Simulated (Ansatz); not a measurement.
## Geometry relaxation of Mo

Mo (P-1, 1 atom in the cell), computed with DFT r2SCAN, scalar-relativistic, plane waves, PAW, no spin polarisation (Ansatz 0.2.0).

The structure derives from a Materials Project entry. It belongs to a series of runs on one base structure; here: cell sheared at random, sigma 0.03, atoms nudged by 0.01 A; relaxed back. Figures and captions count atoms from 1; the log counts them from 0 in places.

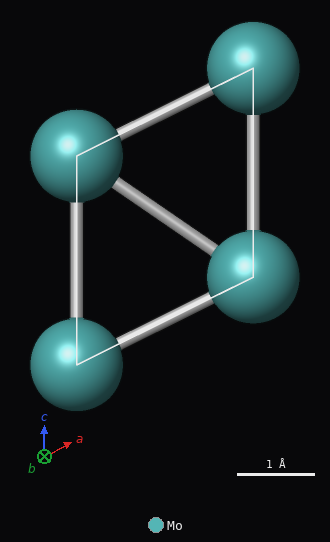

*The starting structure (ball-and-stick view of the cell of the calculation, set on other vectors, along the b axis; atoms are numbered from 1 in the order of the input).*

Input
```yaml
crystal:
  lattice:
    - [2.5652565622, -0.039741545, 0.0101494564]
    - [-1.3170454686, 2.4580090175, 0.0600193694]
    - [0.0093559172, 0.0692874484, 2.6418079414]
  atoms:
    - { symbol: Mo, position: [0.0, 0.0, 0.5] }
basis:
  ecutwfc: 500
kpoints:
  mp_grid: { grid: [12, 12, 14] }
hamiltonian:
  xc: r2scan
scf:
  occupations: { method: gaussian, width: 0.15 }
output:
  forces: true
  stress: true
  eigenvalues: true
relax:
  adjacent_minimum: "off"
  f_tol: 0.01
  max_steps: 80
```

Machine: 1 thread of Intel Xeon (Sapphire Rapids), 192 GiB of memory available, shared host.

Launch command:
```bash
ansatz run input.yaml --threads 1 --pin off --max-ram 2560MiB --backend cpu --events-out ev --progress --plain --runs-dir out
```

Output
```
Warning: output.stress: scf.convergence.dr2_threshold = 1e-7 eV (the SCF's general default) is looser than the 1e-10 eV advised for a printed stress (1e-10 eV for each atom of the cell: 1). What an SCF threshold leaves in a stress goes as its square root, and in the free energy as the threshold itself, and one threshold admits the most on a small cell: of the crystals measured, under no hybrid functional and no lock of the moments, on runs that ended without the residual-converged pass, on stresses that held no estimate of that error, the worst erred by over 100 MPa in a component at 1e-7 eV an atom and by under 5 at 1e-10. Every solve of this run answers to scf.convergence.dr2_threshold, and the tensor of one is reported: a single SCF on the reported geometry and on this run's grids (its basis.xc_grid and basis.ecutrho_ratio typed), with scf.convergence.dr2_threshold at 1e-10 eV or tighter, prints it and tightens no other solve. Else set scf.convergence.dr2_threshold to 1e-10 eV or tighter. The threshold is an SCF's pass mark: one that does not reach it within its budget of iterations ends unconverged, or closes short of it on a stop that the run arms, and scf.convergence.dr2_threshold's page says what that costs each kind of run
Engine: ansatz 0.2.0, x86_64-unknown-linux-gnu
Pseudopotentials: kind: paw
Pseudopotential: Mo, paw, valence charge 14, recommended cutoff 500 eV (meta_gga), Mo.paw.azcp
Functional definition: r2SCAN
  parameter k0 = 0.174
  parameter k1 = 0.065
  parameter a1 = 4.9479
  exchange = r2scan_x(k0 = k0, k1 = k1, a1 = a1)
  correlation = r2scan_c
Crystal: 1 atoms, lattice volume = 16.508 Å³
Basis set: ecut = 500 eV, 415 PW (Γ), exchange–correlation on 80×96×80 points (64 copies of the dense FFT grid, shifted against one another)
Bands: 11, of which v1, the nominal top of the filled ones, is band 7 counted from 1 (6 counted from 0)
Symmetry: 2 space group operations
Space group: P-1 (ITA 2), of the structure as read, at distance tolerance 2.5e-5 Å
k-points: 1012 of 2016
Non-local potential: Mo, projectors of the file, l = 0: 3, l = 1: 2, l = 2: 2, l = 3: 1
PAW form: soft (Blöchl's): semilocal exchange-correlation on the pseudo side does not see the compensation charge
PAW frozen core: Mo, regenerated for the run's functional (the file was generated under x = pbe(κ = 0.804, μ = 0.2195149727645171), c = pbe(β = 0.06672455060314922))
PAW one-centre angular grid: Mo, 590 points (default); XC on 160 Gauss nodes
Initial density: superposition of atomic densities (neutral atoms: chi_scale 0, normalization atom), corrected by the library's trained network
Initial wavefunctions: pseudopotential atomic-orbital guess
Functional: x = r2scan, c = r2scan; τ floored in thin density (d = 2e-4 eV/Å³)
SCF iter   1: F=—  HF=-4966.629746 eV  |F-HF|=—  |Δ(HF+E_count)|=         —  Δρ=1.43e-2  dr2=1.54e-2  dr2_τ=1.74e-2  ethr=1.77e-3  ⟨swp⟩=5.0  Hψ=67970  notcnv=0
preconditioner: auto → none  [metal: Δε(μ)=0.006 eV  Ē_g=8.123 eV  σ=0.150 eV  W_gap=0.02  n_scr=4 (ndim 8)  ℏωp=22.4 eV  f_vac=0.000  D(μ)=0.90/eV (n_scr^D=8)  sad-step TF]
SCF iter   2: F=—  HF=-4966.633076 eV  |F-HF|=—  |Δ(HF+E_count)|=   3.33e-3  Δρ=8.27e-3  dr2=4.56e-3  dr2_τ=2.30e-4  ethr=1.10e-4  ⟨swp⟩=1.4  Hψ=20523  notcnv=0
SCF iter   3: F=—  HF=-4966.633719 eV  |F-HF|=—  |Δ(HF+E_count)|=   6.43e-4  Δρ=7.94e-4  dr2=6.46e-5  dr2_τ=9.44e-6  ethr=3.26e-5  ⟨swp⟩=2.6  Hψ=17810  notcnv=0
SCF iter   4: F=—  HF=-4966.633744 eV  |F-HF|=—  |Δ(HF+E_count)|=   2.48e-5  Δρ=2.13e-4  dr2=6.27e-6  dr2_τ=1.60e-6  ethr=4.62e-7  ⟨swp⟩=2.0  Hψ=17494  notcnv=0
SCF iter   5: F=—  HF=-4966.633742 eV  |F-HF|=—  |Δ(HF+E_count)|=   1.54e-6  Δρ=4.55e-5  dr2=1.92e-7  dr2_τ=3.32e-8  ethr=4.48e-8  ⟨swp⟩=2.5  Hψ=16830  notcnv=0
SCF iter   6: F=-4966.633742 eV  HF=-4966.633742 eV  |F-HF|=9.15e-9  |Δ(HF+E_count)|=   7.90e-8  Δρ=1.11e-5  dr2=7.11e-9  dr2_τ=1.37e-9  ethr=7.14e-10  ⟨swp⟩=5.1  Hψ=50629  notcnv=0
SCF 1 converged in 6 iterations: F = -4966.633742 eV  dr2 = 7.11e-9
  greatest PAW one-centre occupation: 0.997 electrons in one spin orbital (limit 2), on the Mo atom at site 0 (counted from 0), in its partial waves of l = 0
relax step   1: F+E_penalty+E_count = -4966.63374223 eV  Δ(F+E_penalty+E_count) = +0.000e0 eV  max|allowed force component| = 0.000e0 eV/Å  Δτ_max = 0.0000 Å  (6 SCF iters, accepted)
Initial density: handed on by an earlier stage of this run
Initial wavefunctions: those handed on with the density
iter 1 solved again at ethr=5.07e-11 eV; its pass at ethr=3.10e-3 eV (dr2=7.10e-9 eV) is discarded
SCF iter   1: F=—  HF=-4966.633742 eV  |F-HF|=—  |Δ(HF+E_count)|=         —  Δρ=1.11e-5  dr2=7.11e-9  dr2_τ=1.37e-9  ethr=5.07e-11  ⟨swp⟩=1.0  Hψ=69543  notcnv=0
preconditioner: auto → none  [metal: Δε(μ)=0.004 eV  Ē_g=8.108 eV  σ=0.150 eV  W_gap=0.02  n_scr=4 (ndim 8)  ℏωp=22.4 eV  f_vac=0.000  D(μ)=0.88/eV (n_scr^D=8)]
SCF iter   2: F=-4966.633742 eV  HF=-4966.633742 eV  |F-HF|=3.01e-9  |Δ(HF+E_count)|=   7.90e-9  Δρ=6.41e-6  dr2=2.25e-9  dr2_τ=1.49e-10  ethr=5.07e-11  ⟨swp⟩=3.1  Hψ=29572  notcnv=0
SCF 2 converged in 2 iterations: F = -4966.633742 eV  dr2 = 2.25e-9
```

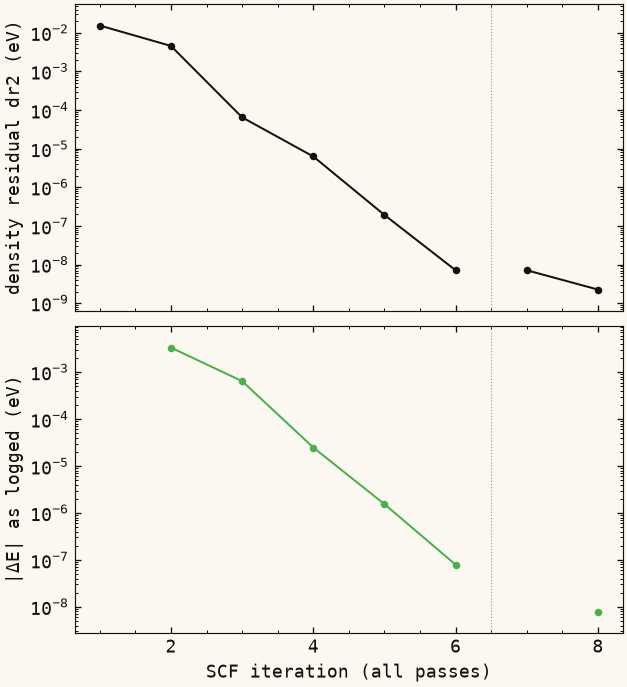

*Convergence of the self-consistent field: density residual dr2 and size of the energy change against the SCF iteration. Dotted lines part the SCF passes that the log prints in full.*

```
SCF converged after 2 iterations
Free energy (F): -4966.633742 eV
Harris-Foulkes:  -4966.633742 eV  (|F-HF|=3.01e-9)
Internal energy: -4966.623837 eV  (E = F + TS)
E sigma→0 (E₀):  -4966.628790 eV
Entropy (-TS):   -0.009905 eV (-9.905 meV/atom)
Fermi energy:    19.875062 eV
--- Per-component energies (eV) ---
  E_band       = -83.493624
  E_kinetic    = 441.465555
  E_local      = -862.293269  (includes V_loc(G=0)·N_el)
  E_nonlocal   = 144.230487
  E_hartree    = 288.778818
  E_xc         = -178.224451
  E_vxc        = -255.977742  (∫ρ·V_xc dr)
  E_paw        = -3217.916548  (= ΣΔE_a)
  E_vpaw       = -145.530777  (= ΣTr[D̂ρ^β])
  E_aug_tail   = 0.000004  (compensation charges beyond the density's cutoff)
  E_vtau       = 17.054356  (kinetic-family band-sum trace: ∫τ·v_τ [+ j·A + Jᵃ·Aᵃ] dr)
  E_ewald      = -1582.443231
  E_core_change = -0.221204  (= ΣΔE_core)
  E_smearing   = -0.009905  (= −TS)
  E_closure    = 0.000000  (closes the sum)
  Σ components = -4966.633742   (vs F -4966.633742, Δ=0.00e0)
--- Forces (eV/Å), atoms counted from 1 ---
  atom   1  Mo     0.00000000     0.00000000     0.00000000
  max |Σ_I F_I| component: 0.00e0 eV/Å
--- Stress (GPa, compression-positive) ---
       12.397621      -1.823724       0.880003
       -1.823724      11.775484       5.871318
        0.880003       5.871312     -12.128488
  P = ⅓ Tr σ = 4.0149 GPa (40.149 kbar)
--- Band table (eV; the first three rows and the last of 1012) ---
  k-point 0: bands = ["-43.3665", "-15.9720", "-15.8599", "-15.5520", "12.5145", "15.0537", "17.6156", "20.0349", "23.6148", "24.1875", "33.4901"]
  k-point 1: bands = ["-43.3575", "-16.0415", "-15.8593", "-15.5467", "12.6693", "15.2150", "17.6469", "20.0624", "23.4382", "24.0300", "33.5902"]
  k-point 2: bands = ["-43.3323", "-16.2435", "-15.8471", "-15.5315", "13.0844", "15.7031", "17.7363", "20.1404", "22.9760", "23.6118", "32.9071"]
  k-point 1011: bands = ["-42.8488", "-17.3523", "-17.0045", "-16.0169", "14.1611", "15.6753", "19.7638", "24.3453", "25.9744", "26.2620", "27.5764"]
--- Relaxed structure (1 steps of the walk, 1 accepted, 0 SCFs on fresh bases) ---
  F+E_penalty+E_count = -4966.63374223 eV   max|allowed force component| = 0.000e0 eV/Å
  atoms:
    - { symbol: Mo, position: [0.0, 0.0, 0.49999999999999994] }
```

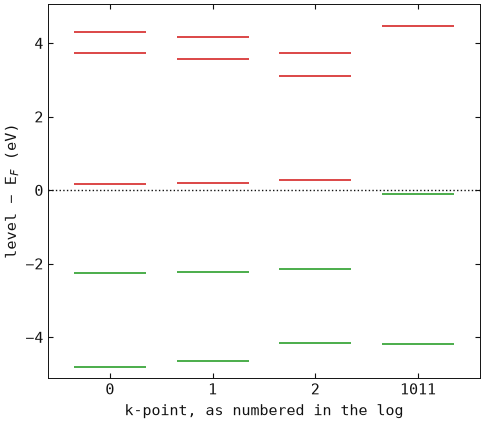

*Kohn–Sham levels near the Fermi level (dotted) at the few k-points that the log prints; levels within 0.02 eV of each other stand side by side.*

The system is metallic on the full mesh.

Key numbers

```json
{"quantity": "outcome", "value": "converged"}
{"quantity": "space group (tolerance 0.01 Å)", "value": "P-1 (2)"}
{"quantity": "electrons treated", "value": "14"}
{"quantity": "free energy", "value": "−4966.6337 eV"}
{"quantity": "Fermi energy", "value": "19.875 eV"}
{"quantity": "gap on the k-point mesh", "value": "none (metallic)"}
{"quantity": "pressure", "value": "4.01 GPa"}
{"quantity": "final volume", "value": "16.51 Å³"}
{"quantity": "largest force (length of the vector)", "value": "under 0.001 eV/Å"}
{"quantity": "wall time", "value": "31 s"}
{"quantity": "peak memory", "value": "0.59 GiB"}
```

Notes

The input already met the tolerances, so nothing moved. Warnings of the run: the SCF threshold is looser than advised for the printed stress.

Notes

Warnings of the run: the SCF threshold is looser than advised for the printed stress.
